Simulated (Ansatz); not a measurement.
## Run report: TaN, single-point calculation (part 1 of 3)

System: TaN (2 atoms in the cell).
Method: DFT r2SCAN+U+J, scalar-relativistic, plane waves, PAW, U = 4 eV, J = 0.9 eV on Ta atom 1 d, spin-polarised (Ansatz 0.2.0).

The structure was built on a prototype by a generator; it need not be a known phase. It belongs to a series of runs on one base structure; here: random orbitals: harmonics, high filling.

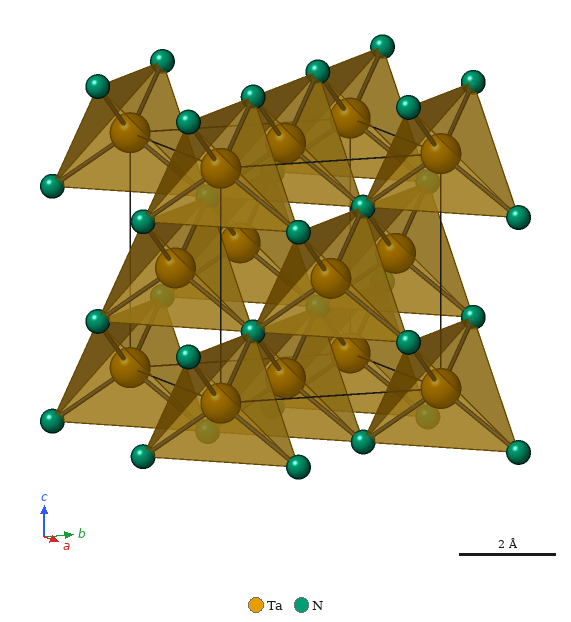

Figure 1. The structure as given in the input (polyhedral view of the cell 4 times as large as that of the calculation, set on its symmetry axes, seen slightly off an axis; polyhedra are completed across the faces of the cell).

**Input**
```yaml
crystal:
  lattice:
    - [0.0, 2.49114377, 2.49114377]
    - [2.49114377, 0.0, 2.49114377]
    - [2.49114377, 2.49114377, 0.0]
  atoms:
    - { symbol: Ta, position: [0.0, 0.0, 0.0], spin: 2.0 }
    - { symbol: "N", position: [0.25, 0.25, 0.25] }
basis:
  ecutwfc: 500
  ecutrho_ratio: 4
kpoints:
  mp_grid: { grid: [7, 7, 7] }
hamiltonian:
  xc: r2scan
  hubbard:
    sites:
      - { site: 0, l: d, u: 4.0, j: 0.9, starting_ns: [{ spin: up, occupation_matrix: s0up }, { spin: down, occupation_matrix: s0down }] }
    occupation_matrices:
      s0up:
        matrix:
          - [0.97, 0.0, 0.0, 0.0, 0.0]
          - [0.0, 0.02, 0.0, 0.0, 0.0]
          - [0.0, 0.0, 0.02, 0.0, 0.0]
          - [0.0, 0.0, 0.0, 0.97, 0.0]
          - [0.0, 0.0, 0.0, 0.0, 0.02]
      s0down:
        matrix:
          - [0.02, 0.0, 0.0, 0.0, 0.0]
          - [0.0, 0.02, 0.0, 0.0, 0.0]
          - [0.0, 0.0, 0.02, 0.0, 0.0]
          - [0.0, 0.0, 0.0, 0.02, 0.0]
          - [0.0, 0.0, 0.0, 0.0, 0.02]
    ns_hold: { iters: 12 }
scf:
  occupations: { method: gaussian, width: 0.05 }
  lower_state_search: "off"
  max_iter: 150
output:
  forces: true
  stress: true
  eigenvalues: true
  populations: true
  hubbard: { sites: [{ site: 0, l: d }] }
  write_density: true
  write_potential: true
  elf: true
  volumetric_format: npy
magnetization:
  spin_polarized: true
```

Run on 2 threads of Arm Neoverse N1, 16 GiB of memory available, shared host.

Command:
```bash
ansatz run input.yaml --threads 2 --pin off --max-ram 3072MiB --backend cpu --events-out ev --progress --plain --runs-dir out
```

**What the program printed**
```
Ta: projections on atomic orbitals take those of the free atom [Kr 4d10 4f14] 5s2 5p6 5d3 6s2, of charge +0.00 (hamiltonian.pseudopotentials.projection_atoms); the dataset's partial waves leave at most 6.0e-5 of an orbital's norm unspanned inside its sphere
N: projections on atomic orbitals take those of the free atom [He] 2s2 2p3, of charge +0.00 (hamiltonian.pseudopotentials.projection_atoms); the dataset's partial waves leave at most 9.3e-9 of an orbital's norm unspanned inside its sphere
Engine: ansatz 0.2.0, aarch64-unknown-linux-gnu
Pseudopotentials: kind: paw
Pseudopotential: Ta, paw, valence charge 13, recommended cutoff 500 eV (meta_gga), Ta.paw.azcp
Pseudopotential: N, paw, valence charge 5, recommended cutoff 500 eV (meta_gga), N.paw.azcp
Functional definition: r2SCAN
  parameter k0 = 0.174
  parameter k1 = 0.065
  parameter a1 = 4.9479
  exchange = r2scan_x(k0 = k0, k1 = k1, a1 = a1)
  correlation = r2scan_c
Crystal: 2 atoms, lattice volume = 30.919 Å³
Basis set: ecut = 500 eV, 749 PW (Γ), exchange–correlation on 108×108×108 points (64 copies of the dense FFT grid, shifted against one another)
Bands: 14, of which v1, the nominal top of the filled ones, is band 9 counted from 1 (8 counted from 0)
Symmetry: 24 space group operations
Space group: F-43m (ITA 216), of the structure as read, at distance tolerance 3.1e-5 Å
Magnetic group: BNS 216.74 (UNI 1576), of the structure as read, at distance tolerance 3.1e-5 Å
k-points: 20 of 343 (time reversal used)
Non-local potential: Ta, projectors of the file, l = 0: 3, l = 1: 2, l = 2: 2, l = 3: 1
Non-local potential: N, projectors of the file, l = 0: 2, l = 1: 2, l = 2: 1
PAW form: soft (Blöchl's): semilocal exchange-correlation on the pseudo side does not see the compensation charge
PAW frozen core: Ta, regenerated for the run's functional (the file was generated under x = pbe(κ = 0.804, μ = 0.2195149727645171), c = pbe(β = 0.06672455060314922))
PAW frozen core: N, regenerated for the run's functional (the file was generated under x = pbe(κ = 0.804, μ = 0.2195149727645171), c = pbe(β = 0.06672455060314922))
PAW one-centre angular grid: Ta, 590 points (default); XC on 160 Gauss nodes
PAW one-centre angular grid: N, 302 points (default); XC on 160 Gauss nodes
Initial density: superposition of atomic densities (chi_scale 0.1, normalization cell, long waves kept (reshape's long-wave potential 0.00 eV rms))
Starting moments: Σ|m| = 2 μB on 1 of 2 sites
Initial wavefunctions: pseudopotential atomic-orbital guess
Functional: x = r2scan, c = r2scan; τ floored in thin density (d = 2e-4 eV/Å³)
```
